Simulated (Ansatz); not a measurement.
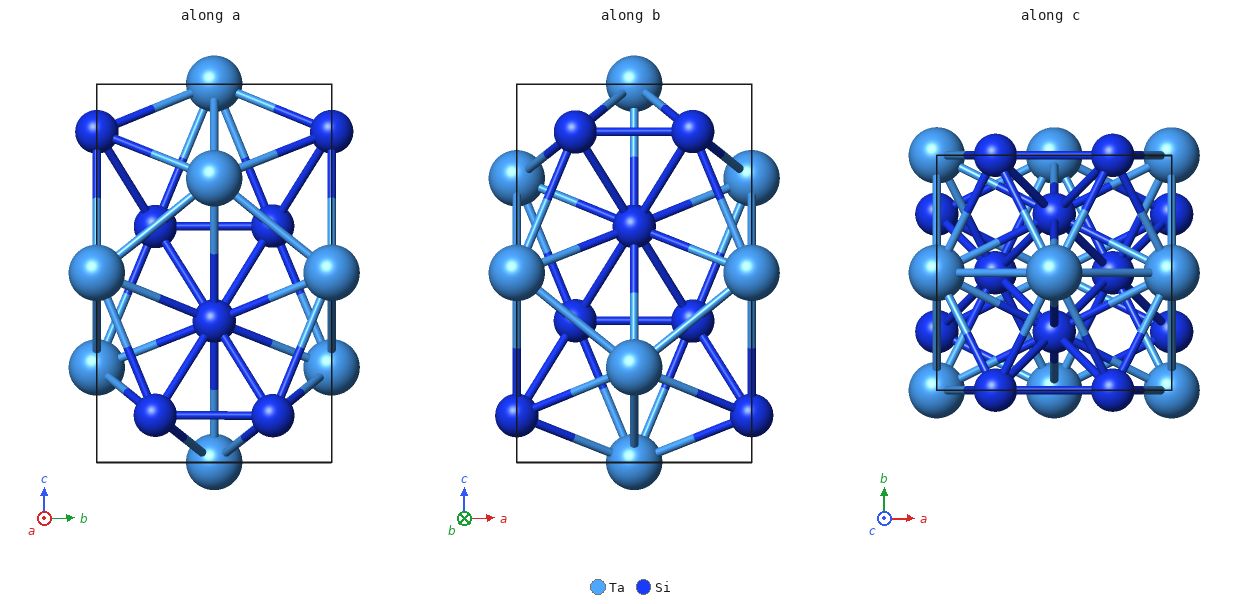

Structure drawing (ball-and-stick), viewed along the a axis, along the b axis and along the c axis. The parallelepiped is the drawn cell (a repeat of the simulation cell).

Lattice parameters: a = 4.6915 Å, b = 4.6914 Å, c = 7.5573 Å, α = 89.982°, β = 89.984°, γ = 90.012°.

### Convert the drawing into a CIF in P1 with every atom of the cell, with free fractional coordinates to two decimals.

```cif
data_structure
_symmetry_space_group_name_H-M 'P 1'
_symmetry_Int_Tables_number 1
_cell_length_a 4.6915
_cell_length_b 4.6914
_cell_length_c 7.5573
_cell_angle_alpha 89.982
_cell_angle_beta 89.984
_cell_angle_gamma 90.012
_cell_volume 166.34
loop_
_atom_site_label
_atom_site_type_symbol
_atom_site_fract_x
_atom_site_fract_y
_atom_site_fract_z
_atom_site_occupancy
Ta1 Ta 0.50 0.00 0.25 1
Ta2 Ta 0.50 0.50 0.00 1
Ta3 Ta 0.00 0.00 0.50 1
Si1 Si 0.75 0.50 0.37 1
Ta4 Ta 0.00 0.50 0.75 1
Si2 Si 0.00 0.25 0.12 1
Si3 Si 0.00 0.75 0.12 1
Si4 Si 0.25 0.50 0.37 1
Si5 Si 0.25 0.00 0.87 1
Si6 Si 0.50 0.25 0.62 1
Si7 Si 0.75 0.00 0.87 1
Si8 Si 0.50 0.75 0.62 1
```

Starting structure: a structure type filled with these elements by a generator (whether the compound takes this form wasn't checked). This is the structure after a relaxation with DFT r2SCAN, scalar-relativistic, plane waves, PAW (Ansatz).
